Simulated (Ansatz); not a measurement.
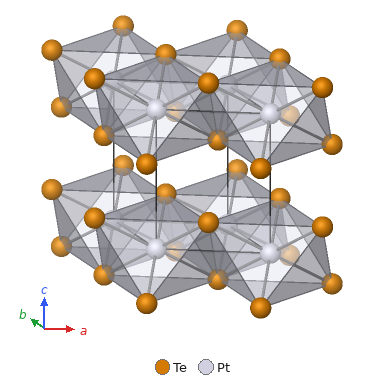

System: Te₂Pt, space group P-3m1 (No. 164). The picture shows the cell.

Structure:
```xyz
3
Lattice="4.0533 0.0000 0.0000 -2.0267 3.5103 0.0000 0.0000 0.0000 5.0910" Properties=species:S:1:pos:R:3 pbc="T T T"
Te    0.0000    2.3402    1.3596
Te    2.0267    1.1701    3.7314
Pt    0.0000    0.0000    0.0000
```

Method: energy, stress and cell of a relaxed crystal along a series of strains, atoms and what the cell freedom names relaxed within the symmetry; stress is positive in compression; plane waves with PAW datasets, Γ-centred k mesh; energies extrapolated to zero smearing (Ansatz 0.2.0). Level: PBE with D3(BJ), no spin polarisation.

```tsv
setting	value
wave cutoff	420 eV
k mesh	12×12×8
occupations	Gaussian
smearing width	0.1 eV
strain kind	isotropic
cell freedom	cell held, all vectors scaled
```

Predict the energy change and stress zz against strain. The strain takes the values −6, −4, −2, 0, 2, 4, 6 %.

The energy rises on both sides of the starting structure, which is therefore a minimum along this path. The energy change is 256 meV/atom at strain −6 % and 145 meV/atom at 6 %; the lowest computed point is at strain 0 % (0 meV/atom). The stress zz falls from 21.02 GPa at strain −6 % to −4.44 GPa at 6 %, and changes sign near 0 %. The solid is metallic at every point.

```
strain (%)  energy change (meV/atom)  stress zz (GPa)
        -6                       256            21.02
        -4                       103            11.14
        -2                        23             4.44
         0                         0             0.00
         2                        19            -2.58
         4                        70            -3.95
         6                       145            -4.44
```

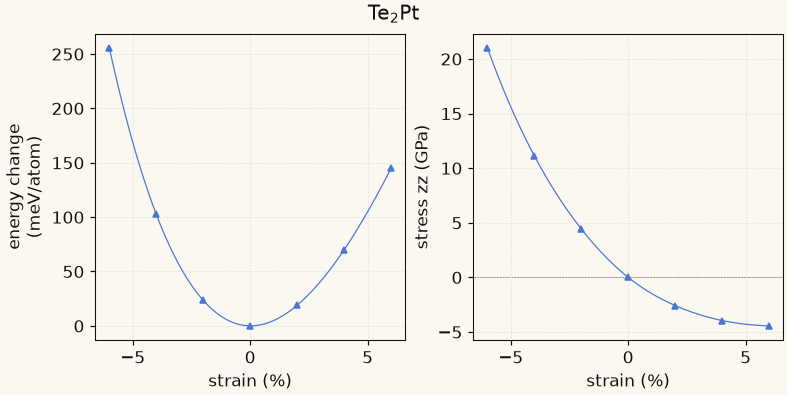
